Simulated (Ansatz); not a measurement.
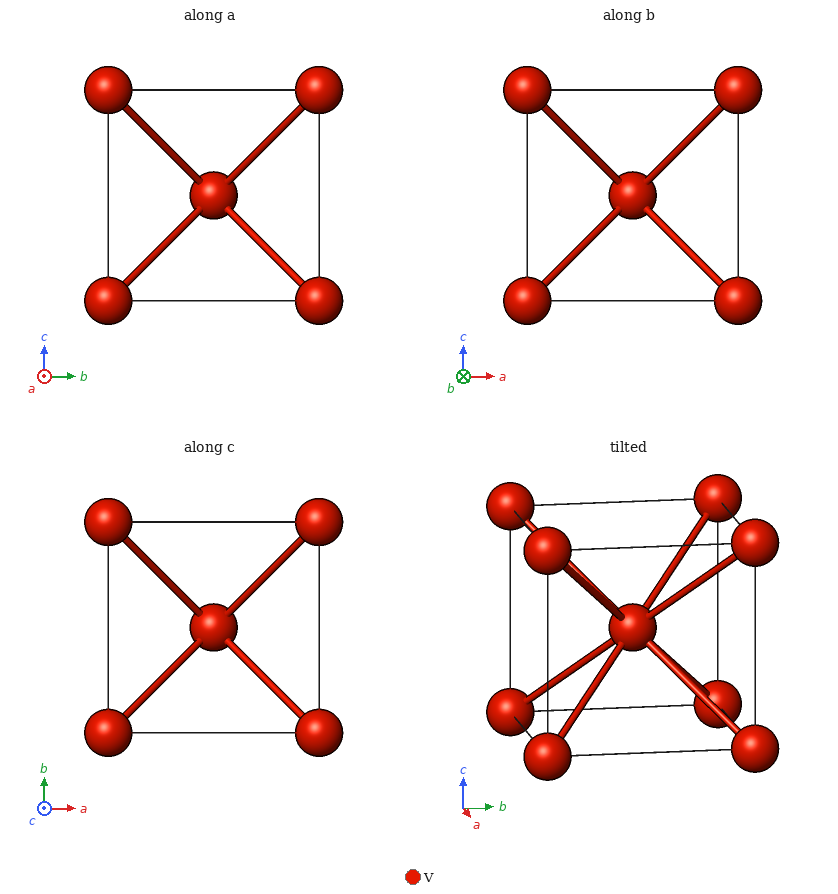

Structure drawing (ball-and-stick), viewed along the a axis, along the b axis, along the c axis and slightly off an axis. Thin lines show the conventional unit cell, with boundary atoms drawn in all their periodic places.

Lattice parameters: a = 2.9969 Å, b = 2.9969 Å, c = 2.9969 Å, α = 90.000°, β = 90.000°, γ = 90.000°.

> From the views, write a CIF with its space group and independent sites.

```cif
data_structure
_symmetry_space_group_name_H-M 'I m -3 m'
_symmetry_Int_Tables_number 229
_cell_length_a 2.9969
_cell_length_b 2.9969
_cell_length_c 2.9969
_cell_angle_alpha 90.000
_cell_angle_beta 90.000
_cell_angle_gamma 90.000
_cell_volume 26.92
loop_
_atom_site_label
_atom_site_type_symbol
_atom_site_symmetry_multiplicity
_atom_site_Wyckoff_symbol
_atom_site_fract_x
_atom_site_fract_y
_atom_site_fract_z
_atom_site_occupancy
V1 V 2 a 0.0000 0.0000 0.0000 1
```

The structure comes from the standard structure of this element. The cell was then strained or its atoms displaced on purpose. It was run through Ansatz as a DFT input.
